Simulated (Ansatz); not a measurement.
**What a change does: geometry relaxation on Ti**

System: Ti (P6₃/mmc, 2 atoms in the cell).
Method of the first run: Kohn-Sham DFT of a periodic cell, PBEsol, all-electron LAPW, scalar-relativistic, no spin polarisation (Ansatz 0.2.0).

The structure derives from an entry of the Crystallography Open Database. Text and figures count atoms from 1; the logs count them from 0 in places.

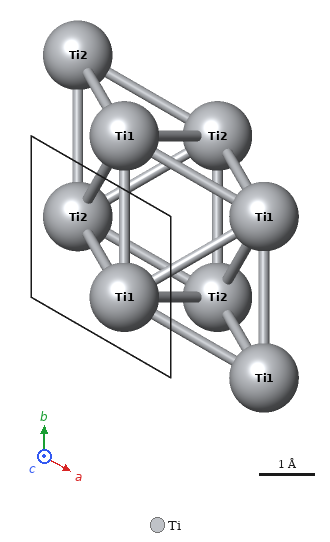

**Figure 1.** The structure as given in the input (ball-and-stick view of the cell of the calculation, repeated 2 × 2 × 1, along the c axis; atoms are numbered from 1 in the order of the input). Near neighbours in the crystal (not all of them lie inside the picture): Ti has 12 Ti at 2.89 to 2.95 Å.

## Input file, the first run
```yaml
crystal:
  lattice:
    - [2.95, 0.0, 0.0]
    - [-1.475, 2.5547749412, 0.0]
    - [0.0, 0.0, 4.68]
  atoms:
    - { symbol: Ti, position: [0.6666666667, 0.3333333333, 0.75] }
    - { symbol: Ti, position: [0.3333333333, 0.6666666667, 0.25] }
kpoints:
  mp_grid: { grid: [10, 10, 6] }
scf:
  occupations: { method: fermi_dirac, width: 0.05 }
hamiltonian:
  xc: pbesol
  pseudopotentials: { kind: all_electron, lapw: { basis_error: 0.001 } }
output:
  forces: true
  stress: true
relax:
  f_tol: 0.005
  max_steps: 60
  cell: {}
```

Command:
```bash
ansatz run input.yaml --threads 1 --pin off --max-ram 3072MiB --backend cpu --events-out ev --progress --plain --runs-dir out
```

Hardware: 1 thread of Arm Neoverse V2, 24 GiB of memory available, shared host.

## Output, shortened to warnings, some set-up lines, iterations and results (the first run)
```
Basis set: ecut = 232.28926552959166 eV, 287 PW (Γ), exchange–correlation at level 2
Symmetry: 24 space group operations
k-points: 56 of 600
Initial density: superposition of atomic densities (chi_scale 0.1, normalization cell)
[...]
SCF iter   1: F=—  HF=-46415.533664 eV  |F-HF|=—  |Δ(HF+E_count)|=         —  Δρ=2.83e-2  dr2=2.15e-1  ethr=8.89e-4  ⟨swp⟩=2.5  Hψ=6299  notcnv=0
SCF iter   2: F=—  HF=-46415.145319 eV  |F-HF|=—  |Δ(HF+E_count)|=   3.88e-1  Δρ=9.23e-3  dr2=3.15e-2  ethr=8.89e-4  ⟨swp⟩=3.0  Hψ=3345  notcnv=0
SCF iter   3: F=—  HF=-46415.119304 eV  |F-HF|=—  |Δ(HF+E_count)|=         —  Δρ=6.09e-3  dr2=1.20e-2  ethr=1.31e-4  ⟨swp⟩=2.4  Hψ=3049  notcnv=0
SCF iter   4: F=—  HF=-46415.117221 eV  |F-HF|=—  |Δ(HF+E_count)|=   2.08e-3  Δρ=5.72e-4  dr2=1.03e-4  ethr=4.28e-7  ⟨swp⟩=2.4  Hψ=4718  notcnv=0
SCF iter   5: F=—  HF=-46415.117199 eV  |F-HF|=—  |Δ(HF+E_count)|=   2.16e-5  Δρ=8.19e-5  dr2=2.08e-6  ethr=4.28e-7  ⟨swp⟩=2.0  Hψ=2849  notcnv=0
[... 31 lines ...]
relax step   6: F+E_penalty+E_count = -46415.15116320 eV  Δ(F+E_penalty+E_count) = -4.909e-6 eV  max|allowed force component| = 2.961e-16 eV/Å  Δτ_max = 0.0000 Å  P = +0.000 …
SCF iter   1: F=—  HF=-46415.151162 eV  |F-HF|=—  |Δ(HF+E_count)|=         —  Δρ=9.36e-6  dr2=1.91e-8  ethr=7.51e-11  ⟨swp⟩=3.8  Hψ=5259  notcnv=0  reapply=12
SCF iter   2: F=-46415.151162 eV  HF=-46415.151162 eV  |F-HF|=6.09e-9  |Δ(HF+E_count)|=   3.49e-9  Δρ=4.01e-6  dr2=2.44e-9  ethr=7.51e-11  ⟨swp⟩=2.0  Hψ=2841  notcnv=0
SCF 7 converged in 2 iterations: F = -46415.151162 eV  dr2 = 2.44e-9
relax step   7: F+E_penalty+E_count = -46415.15116191 eV  Δ(F+E_penalty+E_count) = +1.286e-6 eV  max|allowed force component| = 3.146e-16 eV/Å  Δτ_max = 0.0000 Å  P = +0.000 …
basis re-selected at this cell: Δ(F+E_penalty+E_count) = +1.286e-6 eV, ΔP = +0.000 GPa vs the last step (what re-selecting the basis moved, after the strain that the cell walked since its last selection, with what the two solves' SCF thresholds leave and, on support functions, any second-order …
SCF converged after 2 iterations
Free energy (F): -46415.151162 eV
Harris-Foulkes:  -46415.151162 eV  (|F-HF|=6.09e-9)
Internal energy: -46415.132080 eV  (E = F + TS)
E sigma→0 (E₀):  -46415.141621 eV
Entropy (-TS):   -0.019082 eV (-9.541 meV/atom)
Fermi energy:    14.278848 eV
--- Per-component energies (eV) ---
  E_band       = -289.841178
  E_kinetic    = 46857.061982
  E_xc         = -2243.758041
  E_electrostatic = -91028.436022  (all electrons and nuclei)
  E_smearing   = -0.019082  (= −TS)
  E_closure    = 0.000000  (closes the sum)
  E_atoms      = -46400.709995  (free atoms, spherical and without spin; not in F)
  Σ components = -46415.151162   (vs F -46415.151162, Δ=0.00e0)
  Basis errors (estimates in eV, not in F): energy 1.3e-4 per atom: plane waves 9.8e-5 (5.3e-5 summed), levels above the bands 3.7e-10, relativity 3.6e-9, radial functions 3.3e-5, core shells 1.0e-7; eigenvalues (radial functions only) 4.8e-7; not estimated: angular momenta, meshes, grids; target …
--- Forces (eV/Å), atoms counted from 1 ---
  atom   1  Ti    -0.00000000     0.00000000     0.00000000
  atom   2  Ti    -0.00000000    -0.00000000    -0.00000000
  max |Σ_I F_I| component: 1.11e-16 eV/Å
--- Stress (GPa, compression-positive) ---
        0.001049       0.000000       0.000000
        0.000000       0.001049       0.000000
        0.000000       0.000000      -0.001959
  P = ⅓ Tr σ = 0.0000 GPa (0.000 kbar)
--- Relaxed structure (6 steps of the walk, 5 accepted, 1 SCFs on fresh bases) ---
  F+E_penalty+E_count = -46415.15116191 eV   max|allowed force component| = 3.146e-16 eV/Å   (the final SCF, on the basis selected at the relaxed cell)
  cell:  # Å, volume = 33.4520 Å³
    - [2.904271774868376, 1.7324298684683588e-34, -1.1549532456455723e-34]
    - [-1.452135887434188, 2.515173136530134, -1.748048434810757e-18]
    - [-2.2903310125352944e-34, -3.2021868318190123e-18, 4.579488707441767]
  atoms:
    - { symbol: Ti, position: [0.6666666666666667, 0.33333333333333337, 0.7500000000000001] }
[...]
```

For the second run the input was changed thus:
```diff
-  xc: pbesol
+  xc: blyp
+  dispersion: d3bj
```

What does this change do to the results?

The total energies belong to different models, so their difference says nothing on which is more stable or more accurate. The volume per atom goes from 16.73 to 15.63 Å³. The functional changes from PBEsol to BLYP. The SCF takes 23 iterations over all geometry steps against 27.

## Output, shortened to warnings, some set-up lines, iterations and results (the second run)
```
Basis set: ecut = 232.22136909976513 eV, 287 PW (Γ), exchange–correlation at level 2
Symmetry: 24 space group operations
k-points: 56 of 600
Initial density: superposition of atomic densities (chi_scale 0.1, normalization cell)
[...]
SCF iter   1: F=—  HF=-46482.111741 eV  |F-HF|=—  |Δ(HF+E_count)|=         —  Δρ=2.21e-2  dr2=1.37e-1  ethr=5.65e-4  ⟨swp⟩=2.7  Hψ=6376  notcnv=0
SCF iter   2: F=—  HF=-46481.945073 eV  |F-HF|=—  |Δ(HF+E_count)|=   1.67e-1  Δρ=9.15e-3  dr2=3.09e-2  ethr=5.65e-4  ⟨swp⟩=3.0  Hψ=3265  notcnv=0
SCF iter   3: F=—  HF=-46481.941509 eV  |F-HF|=—  |Δ(HF+E_count)|=   3.56e-3  Δρ=6.14e-3  dr2=1.23e-2  ethr=1.29e-4  ⟨swp⟩=2.7  Hψ=3077  notcnv=0
SCF iter   4: F=—  HF=-46481.946064 eV  |F-HF|=—  |Δ(HF+E_count)|=         —  Δρ=1.16e-3  dr2=4.11e-4  ethr=1.71e-6  ⟨swp⟩=2.0  Hψ=4798  notcnv=0
SCF iter   5: F=—  HF=-46481.946384 eV  |F-HF|=—  |Δ(HF+E_count)|=   3.20e-4  Δρ=1.51e-4  dr2=6.66e-6  ethr=1.71e-6  ⟨swp⟩=3.0  Hψ=3084  notcnv=0
[... 25 lines ...]
relax step   5: F+E_penalty+E_count = -46482.11732000 eV  Δ(F+E_penalty+E_count) = -4.611e-6 eV  max|allowed force component| = 4.348e-16 eV/Å  Δτ_max = 0.0000 Å  P = +0.005 …
SCF iter   1: F=—  HF=-46482.117319 eV  |F-HF|=—  |Δ(HF+E_count)|=         —  Δρ=1.05e-5  dr2=2.13e-8  ethr=8.99e-11  ⟨swp⟩=3.4  Hψ=4847  notcnv=0  reapply=6
SCF iter   2: F=-46482.117319 eV  HF=-46482.117319 eV  |F-HF|=9.26e-9  |Δ(HF+E_count)|=   1.39e-7  Δρ=4.66e-6  dr2=3.13e-9  ethr=8.89e-11  ⟨swp⟩=2.7  Hψ=2892  notcnv=0
SCF 6 converged in 2 iterations: F = -46482.117319 eV  dr2 = 3.13e-9
relax step   6: F+E_penalty+E_count = -46482.11731878 eV  Δ(F+E_penalty+E_count) = +1.222e-6 eV  max|allowed force component| = 4.441e-16 eV/Å  Δτ_max = 0.0000 Å  P = +0.005 …
basis re-selected at this cell: Δ(F+E_penalty+E_count) = +1.222e-6 eV, ΔP = -0.000 GPa vs the last step (what re-selecting the basis moved, after the strain that the cell walked since its last selection, with what the two solves' SCF thresholds leave and, on support functions, any second-order …
SCF converged after 2 iterations
Free energy (F): -46482.117319 eV
Harris-Foulkes:  -46482.117319 eV  (|F-HF|=9.26e-9)
Internal energy: -46482.100706 eV  (E = F + TS)
E sigma→0 (E₀):  -46482.109012 eV
Entropy (-TS):   -0.016613 eV (-8.307 meV/atom)
Fermi energy:    16.043928 eV
--- Per-component energies (eV) ---
  E_band       = -247.818489
  E_kinetic    = 46942.263468
  E_xc         = -2311.844823
  E_electrostatic = -91109.338612  (all electrons and nuclei)
  E_disp       = -3.180738  (pairwise vdW)
  E_smearing   = -0.016613  (= −TS)
  E_closure    = 0.000000  (closes the sum)
  E_atoms      = -46467.852597  (free atoms, spherical and without spin; not in F)
  Σ components = -46482.117319   (vs F -46482.117319, Δ=0.00e0)
  Basis errors (estimates in eV, not in F): energy 1.5e-4 per atom: plane waves 1.2e-4 (6.5e-5 summed), levels above the bands 5.8e-10, relativity 3.7e-8, radial functions 2.9e-5, core shells 2.0e-7; eigenvalues (radial functions only) 4.8e-7; not estimated: angular momenta, meshes, grids; target …
--- Forces (eV/Å), atoms counted from 1 ---
  atom   1  Ti     0.00000000    -0.00000000    -0.00000000
  atom   2  Ti     0.00000000     0.00000000     0.00000000
  max |Σ_I F_I| component: 3.70e-17 eV/Å
--- Stress (GPa, compression-positive) ---
        0.016134       0.000000       0.000000
        0.000000       0.016134      -0.000000
        0.000000      -0.000000      -0.017539
  P = ⅓ Tr σ = 0.0049 GPa (0.049 kbar)
--- Relaxed structure (5 steps of the walk, 5 accepted, 1 SCFs on fresh bases) ---
  F+E_penalty+E_count = -46482.11731878 eV   max|allowed force component| = 4.441e-16 eV/Å   (the final SCF, on the basis selected at the relaxed cell)
  cell:  # Å, volume = 31.2547 Å³
    - [2.835457179987826, 2.3099064912911445e-34, 1.0105840899398759e-34]
    - [-1.417728589993913, 2.4555779492124428, -3.765971327377256e-18]
    - [1.6032317087747062e-34, -6.898746941666381e-18, 4.488885059198128]
  atoms:
    - { symbol: Ti, position: [0.6666666666666666, 0.3333333333333333, 0.75] }
[...]
```

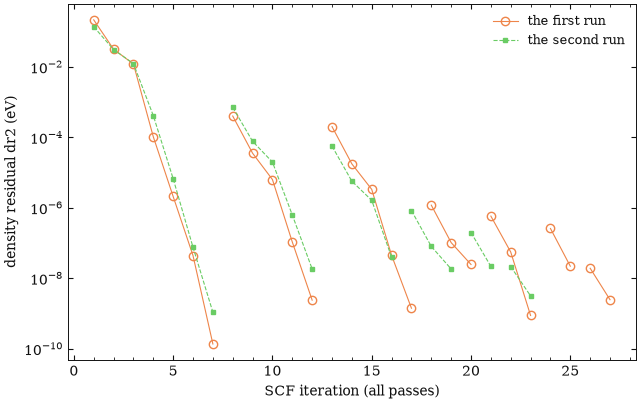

**Figure 2.** Convergence of the two runs: density residual dr2 against the SCF iteration. A break in a curve parts two SCF passes. The first run takes 27 iterations in all, and the second run takes 23.

## The two runs side by side

| quantity | the first run | the second run |
| --- | --- | --- |
| outcome | converged | converged |
| free energy per atom (eV) | −23207.5756 | −23241.0587 |
| energy per atom, smearing taken to zero (eV) | −23207.5708 | −23241.0545 |
| pressure (GPa) | 0.00 | 0.00 |
| volume per atom (Å³) | 16.73 | 15.63 |
| largest force (eV/Å) | 0.000 | 0.000 |
| SCF iterations | 27 | 23 |
| irreducible k-points | 56 | 56 |
| wall time (shared host) | 26 s | 22 s |
